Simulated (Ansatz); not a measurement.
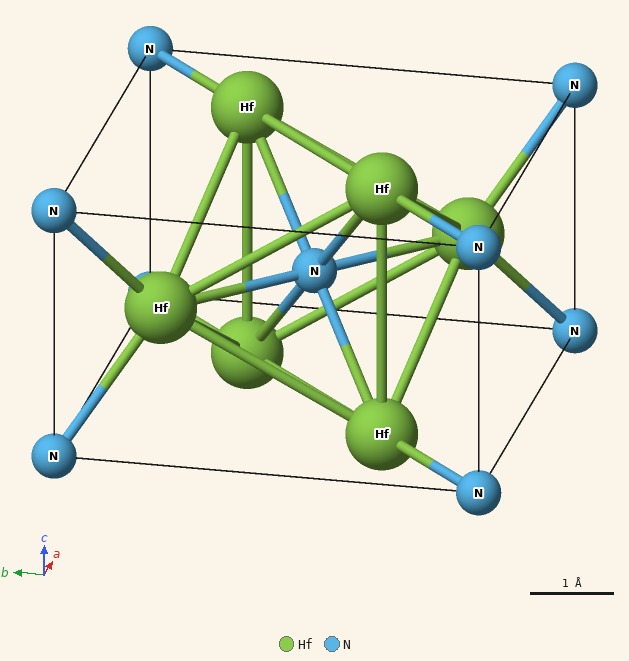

Lattice vibrations of a crystal of Hf2N relaxed at 3 GPa, space group P4₂/mnm (No. 136), at the zone centre. Style: ball-and-stick. Shown: the cell of the calculation, from a free direction.

Method: Ansatz, DFT PBEsol, scalar-relativistic, plane waves, PAW.

Input
```yaml
crystal:
  lattice:
    - [5.2698655669, 0.0, 0.0]
    - [0.0, 5.2698655669, 0.0]
    - [0.0, 0.0, 3.2140965351]
  atoms:
    - { symbol: Hf, position: [0.2951030706, 0.2951030706, 0.0] }
    - { symbol: Hf, position: [0.7048969294, 0.7048969294, 0.0] }
    - { symbol: Hf, position: [0.7951030706, 0.2048969294, 0.5] }
    - { symbol: Hf, position: [0.2048969294, 0.7951030706, 0.5] }
    - { symbol: "N", position: [0.0, 0.0, 0.0] }
    - { symbol: "N", position: [0.5, 0.5, 0.5] }
basis:
  ecutwfc: 420
kpoints:
  mp_grid: { grid: [8, 8, 12] }
hamiltonian:
  xc: pbesol
scf:
  occupations: { method: fermi_dirac, width: 0.15 }
output:
  eigenvalues: true
phonons:
  method: dfpt
  eigenvectors: true
```

Run as
```bash
ansatz run input.yaml --threads 2 --pin off --max-ram 6144MiB --backend cpu --events-out ev --progress --plain --runs-dir out
```

The frequencies depend somewhat on the k-mesh and the smearing.

Which optical modes does it have, at what frequencies, and is it stable there?

Answer. The calculation's cell holds 6 atoms, so there are 15 optical modes, in 10 levels. No level is unstable.

| level | symmetry | frequency (cm⁻¹) | activity |
| --- | --- | --- | --- |
| 1 | B₁g | 15 | Raman-active |
| 2 | E_g | 135 | Raman-active |
| 3 | A₂g | 149 | silent |
| 4 | B₁u | 159 | silent |
| 5 | triply degenerate | 160 | not assigned |
| 6 | B₂g | 216 | Raman-active |
| 7 | E_u | 493 | infrared-active |
| 8 | B₁u | 561 | silent |
| 9 | E_u | 570 | infrared-active |
| 10 | A₂u | 581 | infrared-active |

The crystal is a metal, so free carriers screen the infrared response.

The displacement patterns (one member of each degenerate set), 6 of the levels:

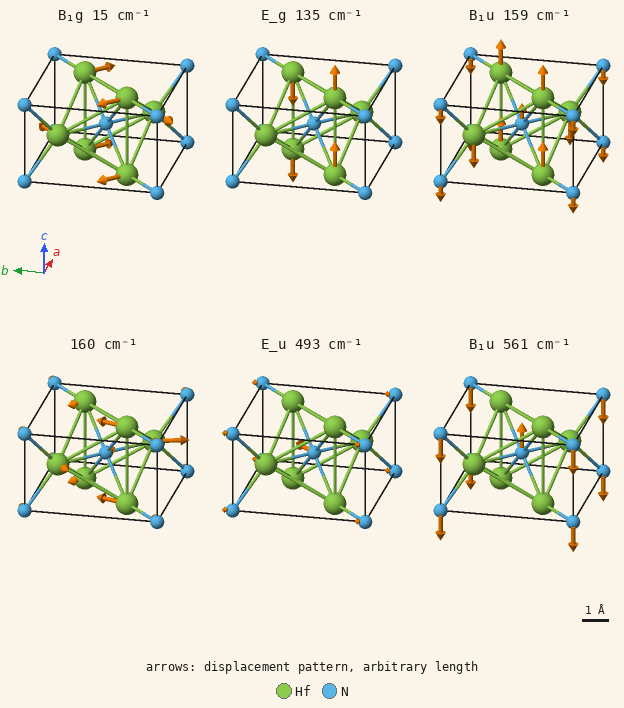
